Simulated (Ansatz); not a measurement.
Consider Ru.

```
CELL_PARAMETERS angstrom
2.94938 0.00000 0.00000
0.00000 2.94938 0.00000
0.00000 0.00000 2.94938
ATOMIC_POSITIONS crystal
Ru 0.00000 0.00000 0.00000
Ru 0.50000 0.50000 0.50000
```

Space group Im-3m; set up as Ru, bcc; a generated structure, not necessarily the stable one; changed on purpose from its base cell (volume × 0.92); computed pressure about 31 GPa in this cell; computed without spin polarisation.

Theory: DFT, r2SCAN, plane waves (500 eV) with PAW, scalar-relativistic (Ansatz 0.2.0).

What will maps of the valence pseudo-density and electron localisation function show?

Ru–Ru (2.55 Å): ρ is about 0.49 e/Å³ halfway; the ELF is about 0.30 at the midpoint; no localised pair shows between them.

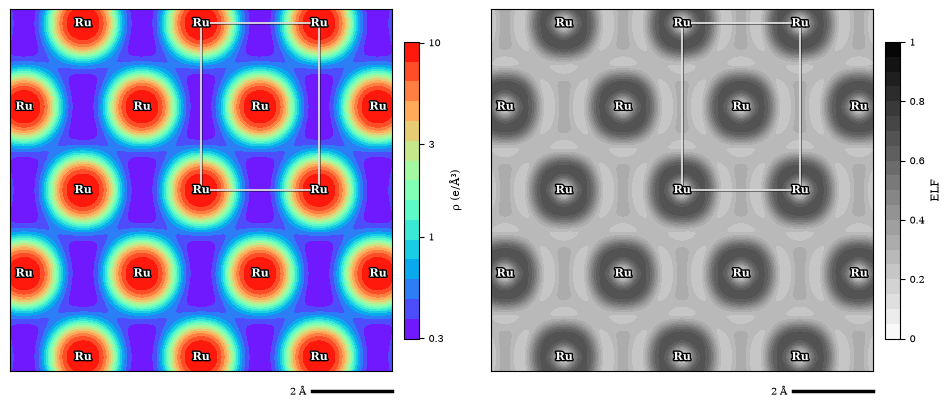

Computed valence pseudo-density and electron localisation function on the (101̄) plane of the conventional cell, in this order. 

In a PAW calculation such maps are meaningful between the atoms, not at the nuclei.
